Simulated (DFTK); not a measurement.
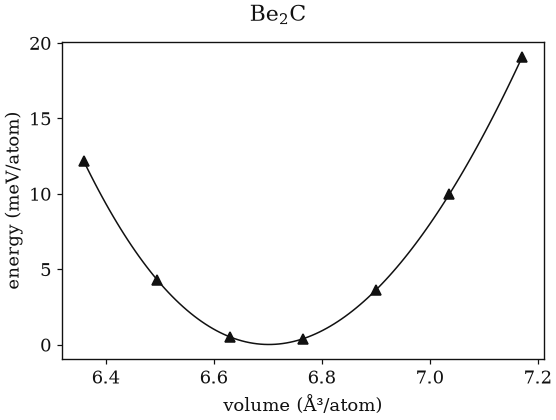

Plotted: energy against volume for Be₂C, space group Fm-3m (No. 225).

The given structure:
```yaml
crystal:
  lattice:
    - [0.00000, 2.16500, 2.16500]
    - [2.16500, 0.00000, 2.16500]
    - [2.16500, 2.16500, 0.00000]
  atoms:
    - { symbol: C, position: [0.00000, 0.00000, 0.00000] }
    - { symbol: Be, position: [0.75000, 0.75000, 0.75000] }
    - { symbol: Be, position: [0.25000, 0.25000, 0.25000] }
```

How it was computed, with DFTK 0.8.2: plane-wave DFT, no spin polarisation; energies at scaled volumes of the given cell, shape and fractions fixed, counted from the fit's minimum, third-order Birch-Murnaghan fit. Level: PBEsol.

| setting | value |
| --- | --- |
| k mesh | 11×11×11 |
| occupations | Fermi–Dirac |
| smearing width | 0.05 eV |
| potentials | dojo.nc.sr.pbesol.v0_4_1.standard |
| wave cutoff | 1197 eV |

From this curve and the settings, what does the calculation give for the pressure at the same points?

The pressure falls from 11.77 GPa at volume 6.3593 Å³/atom to −12.42 GPa at 7.1711 Å³/atom, and changes sign near 6.70 Å³/atom.

| volume (Å³/atom) | pressure (GPa) |
| --- | --- |
| 6.3593 | 11.77 |
| 6.4946 | 6.77 |
| 6.6299 | 2.21 |
| 6.7652 | −1.96 |
| 6.9005 | −5.77 |
| 7.0358 | −9.24 |
| 7.1711 | −12.42 |
